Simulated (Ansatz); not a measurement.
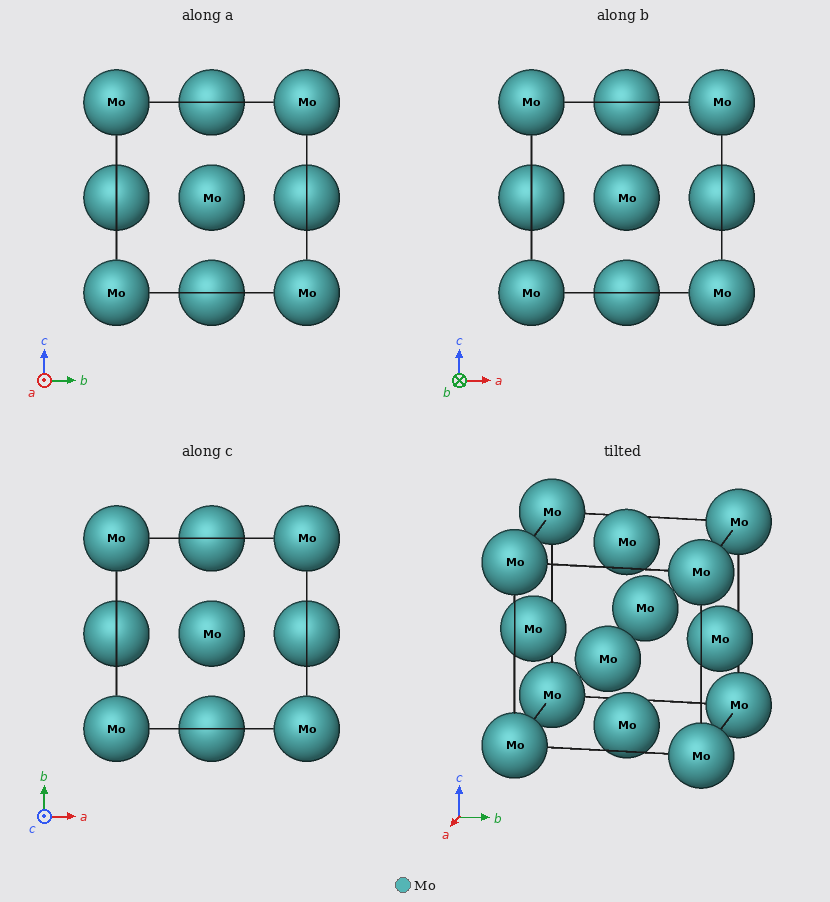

The image is a spheres-only drawing of a crystal, viewed along the a axis, along the b axis, along the c axis and slightly off an axis. The wireframe shows the conventional unit cell.

Lattice parameters: a = 3.9489 Å, b = 3.9489 Å, c = 3.9489 Å, α = 90.000°, β = 90.000°, γ = 90.000°.

Question: Convert the drawing into a CIF with its space group and independent sites.

Answer:
```cif
data_structure
_symmetry_space_group_name_H-M 'F m -3 m'
_symmetry_Int_Tables_number 225
_cell_length_a 3.9489
_cell_length_b 3.9489
_cell_length_c 3.9489
_cell_angle_alpha 90.000
_cell_angle_beta 90.000
_cell_angle_gamma 90.000
_cell_volume 61.58
loop_
_atom_site_label
_atom_site_type_symbol
_atom_site_symmetry_multiplicity
_atom_site_Wyckoff_symbol
_atom_site_fract_x
_atom_site_fract_y
_atom_site_fract_z
_atom_site_occupancy
Mo1 Mo 4 a 0.0000 0.0000 0.0000 1
```

The structure was taken from a structure type filled with this element by a generator (whether the element takes this form wasn't checked). Earlier steps of the study may have refined or changed the cell and positions. It was run through Ansatz as a DFT input.

At this level of theory the cell isn't at rest (compressed, at 11 GPa), so its distances can differ from those at equilibrium, the more so the softer the solid.
